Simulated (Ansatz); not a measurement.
Consider Li27H26F (cell with a defect).

Input

```
crystal:
  lattice:
    - [0.0, 6.0258581757, 6.0258581757]
    - [6.0258581757, 0.0, 6.0258581757]
    - [6.0258581757, 6.0258581757, 0.0]
  atoms:
    - { symbol: Li, position: [0.0, 0.0, 0.0] }
    - { symbol: Li, position: [0.0, 0.0, 0.3333333333] }
    - { symbol: Li, position: [0.0, 0.0, 0.6666666667] }
    - { symbol: Li, position: [0.0, 0.3333333333, 0.0] }
    - { symbol: Li, position: [0.0, 0.3333333333, 0.3333333333] }
    - { symbol: Li, position: [0.0, 0.3333333333, 0.6666666667] }
    - { symbol: Li, position: [0.0, 0.6666666667, 0.0] }
    - { symbol: Li, position: [0.0, 0.6666666667, 0.3333333333] }
    - { symbol: Li, position: [0.0, 0.6666666667, 0.6666666667] }
    - { symbol: Li, position: [0.3333333333, 0.0, 0.0] }
    - { symbol: Li, position: [0.3333333333, 0.0, 0.3333333333] }
    - { symbol: Li, position: [0.3333333333, 0.0, 0.6666666667] }
    - { symbol: Li, position: [0.3333333333, 0.3333333333, 0.0] }
    - { symbol: Li, position: [0.3333333333, 0.3333333333, 0.3333333333] }
    - { symbol: Li, position: [0.3333333333, 0.3333333333, 0.6666666667] }
    - { symbol: Li, position: [0.3333333333, 0.6666666667, 0.0] }
    - { symbol: Li, position: [0.3333333333, 0.6666666667, 0.3333333333] }
    - { symbol: Li, position: [0.3333333333, 0.6666666667, 0.6666666667] }
    - { symbol: Li, position: [0.6666666667, 0.0, 0.0] }
    - { symbol: Li, position: [0.6666666667, 0.0, 0.3333333333] }
    - { symbol: Li, position: [0.6666666667, 0.0, 0.6666666667] }
    - { symbol: Li, position: [0.6666666667, 0.3333333333, 0.0] }
    - { symbol: Li, position: [0.6666666667, 0.3333333333, 0.3333333333] }
    - { symbol: Li, position: [0.6666666667, 0.3333333333, 0.6666666667] }
    - { symbol: Li, position: [0.6666666667, 0.6666666667, 0.0] }
    - { symbol: Li, position: [0.6666666667, 0.6666666667, 0.3333333333] }
    - { symbol: Li, position: [0.6666666667, 0.6666666667, 0.6666666667] }
    - { symbol: F, position: [0.1666666667, 0.1666666667, 0.1666666667] }
    - { symbol: H, position: [0.1666666667, 0.1666666667, 0.5] }
    - { symbol: H, position: [0.1666666667, 0.1666666667, 0.8333333333] }
    - { symbol: H, position: [0.1666666667, 0.5, 0.1666666667] }
    - { symbol: H, position: [0.1666666667, 0.5, 0.5] }
    - { symbol: H, position: [0.1666666667, 0.5, 0.8333333333] }
    - { symbol: H, position: [0.1666666667, 0.8333333333, 0.1666666667] }
    - { symbol: H, position: [0.1666666667, 0.8333333333, 0.5] }
    - { symbol: H, position: [0.1666666667, 0.8333333333, 0.8333333333] }
    - { symbol: H, position: [0.5, 0.1666666667, 0.1666666667] }
    - { symbol: H, position: [0.5, 0.1666666667, 0.5] }
    - { symbol: H, position: [0.5, 0.1666666667, 0.8333333333] }
    - { symbol: H, position: [0.5, 0.5, 0.1666666667] }
    - { symbol: H, position: [0.5, 0.5, 0.5] }
    - { symbol: H, position: [0.5, 0.5, 0.8333333333] }
    - { symbol: H, position: [0.5, 0.8333333333, 0.1666666667] }
    - { symbol: H, position: [0.5, 0.8333333333, 0.5] }
    - { symbol: H, position: [0.5, 0.8333333333, 0.8333333333] }
    - { symbol: H, position: [0.8333333333, 0.1666666667, 0.1666666667] }
    - { symbol: H, position: [0.8333333333, 0.1666666667, 0.5] }
    - { symbol: H, position: [0.8333333333, 0.1666666667, 0.8333333333] }
    - { symbol: H, position: [0.8333333333, 0.5, 0.1666666667] }
    - { symbol: H, position: [0.8333333333, 0.5, 0.5] }
    - { symbol: H, position: [0.8333333333, 0.5, 0.8333333333] }
    - { symbol: H, position: [0.8333333333, 0.8333333333, 0.1666666667] }
    - { symbol: H, position: [0.8333333333, 0.8333333333, 0.5] }
    - { symbol: H, position: [0.8333333333, 0.8333333333, 0.8333333333] }
kpoints:
  mp_grid: { grid: [3, 3, 3] }
scf:
  occupations: { method: fermi_dirac, width: 0.01 }
hamiltonian:
  xc: pbe
  pseudopotentials: { kind: paw }
output:
  forces: true
  stress: true
  populations: true
  efg:
    quadrupole_moments_barn: { Li: -0.0401, H: 0.00285783 }
    contact_densities: true
  write_density: true
  write_potential: true
  elf: true
  volumetric_format: npy
relax:
  f_tol: 0.03
  max_steps: 40
```

Command:

```sh
ansatz run input.yaml --threads 1 --pin off --max-ram 2560MiB --backend cpu --events-out ev --progress --plain --runs-dir out
```

The fields are those of the relaxed geometry.

All numbers below come from Ansatz 0.2.0, DFT, PBE, plane-wave PAW, default files, scalar-relativistic.

### What will maps of the valence pseudo-density and electron localisation function show?

Li–H (2.01 Å): ρ at the midpoint is about 0.12 e/Å³; the ELF climbs to about 1 towards the hydrogen.
Li–F (2.01 Å): ρ is about 0.27 e/Å³ halfway; the ELF peaks at about 0.85 in the valence shell of F, 0.6 Å from its nucleus, and is about 0.40 at the midpoint: an ionic contact with no shared pair.

### Does the calculation make it a metal, or give it a gap?

It is gapped, with a Kohn–Sham gap of 3.5 eV on the k-point mesh (the band edges may lie off the mesh, which would make the gap smaller).

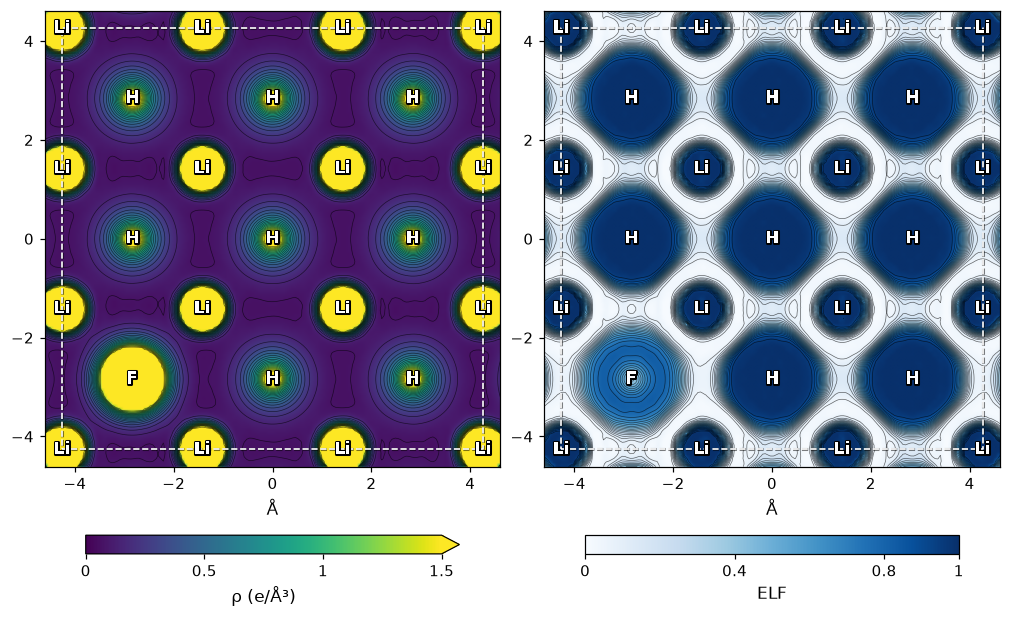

Computed valence pseudo-density and electron localisation function on the (101) plane of the calculation cell, in this order. 

The density is the valence pseudo-density of a PAW calculation; it isn't the true density close to the nuclei.
